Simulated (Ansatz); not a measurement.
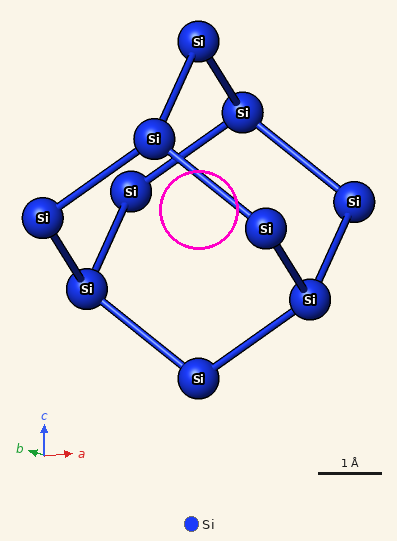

Perfect Si. A ball-and-stick model of the atoms within 3.8 Å of one point, seen slightly off an axis.

Theory: DFT, PBEsol, PAW, plane waves (Ansatz 0.2.0). Settings: plane-wave cutoff 420 eV; k-point mesh 1 × 1 × 1; mesh shifted by (0.25, 0.25, 0.25); collinear spin. Fermi-Dirac smearing of 0.01 eV. A uniform background neutralises the charged cell. The axes drawn are those of the host's conventional cell.

An extra nickel atom is put between the host's atoms (an interstitial) at the ringed place, in charge state +1. The supercell has 64 sites, and the atoms are relaxed at the host's cell.

How do the neighbours respond?

Answer. The Ni atom starts with 10 Si at 2.35 to 2.72 Å around its place and ends with 6 Si at 2.29 to 2.35 Å. Of the host's atoms, a silicon atom moves furthest from its site, by 0.09 Å. The Ni atom itself moves 0.88 Å from where it was put. The cell's net moment is 0.98 μB.

The relaxed defect, seen from the same direction:

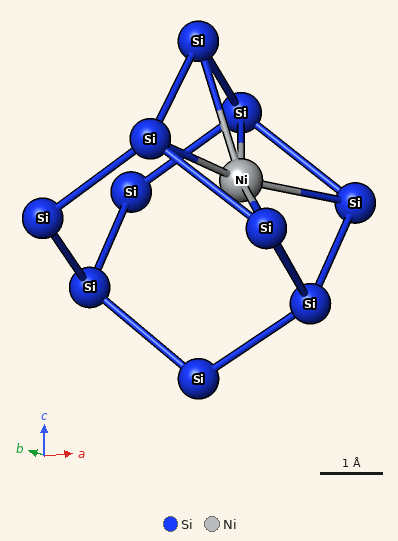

Limits of the set-up: the cell is charged, on a uniform background, and energies carry no finite-size correction.
